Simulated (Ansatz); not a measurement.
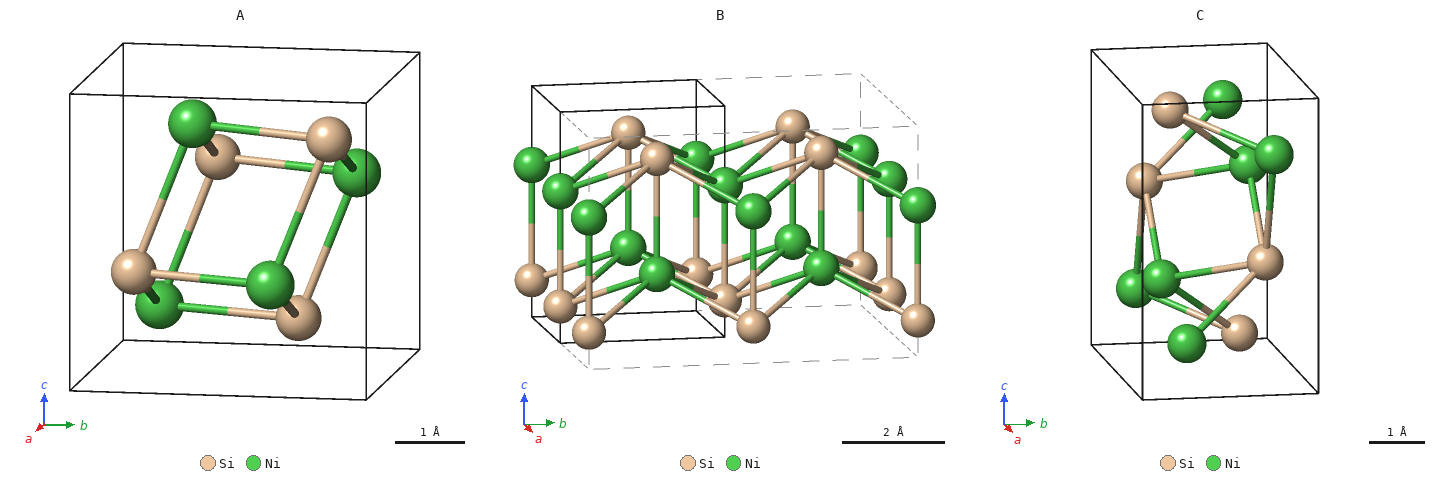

Three structures of SiNi, each relaxed (cell and atoms) at zero pressure; conventional cells in solid outline, small ones repeated, each panel with its own scale. Alike in all runs: Ansatz 0.2.0; functional LDA; potentials all-electron LAPW, scalar-relativistic; basis error allowed 0.002 eV/atom; occupations fermi-dirac, width 0.05 eV; collinear spin, ferromagnetic start; no spin-orbit coupling. The k meshes have like spacings.

**Give the type and space group of each panel.**

A: 8 atoms a cell on a primitive cubic lattice, P2₁3; B: 4 atoms a cell on a primitive orthorhombic lattice, Pmmn; C: 8 atoms a cell on a primitive orthorhombic lattice, Pnma.

**Rank them by energy, lowest first.**

C, then B (+63 meV/atom) and A (+113 meV/atom), static energies at zero smearing.

**Could pressure favour another of these structures?**

B is denser (11.0 against 11.5 Å³/atom), so pressure favours it. Setting PΔV equal to ΔE at fixed volumes gives a first estimate of 19 GPa for the crossing; compression of both forms, other phases and heat would move it.

**Collect the results in a table.**

| panel | space group | E − E(lowest) (meV/atom) | volume (Å³/atom) |
| --- | --- | --- | --- |
| C | Pnma | 0 | 11.5 |
| B | Pmmn | 63 | 11.0 |
| A | P2₁3 | 113 | 10.9 |

The starts are database entries or structure types tried for this composition, and the most stable form need not be among them.

Caveat: the k mesh is thin for a metal, which can move the energy by tens of meV per atom.
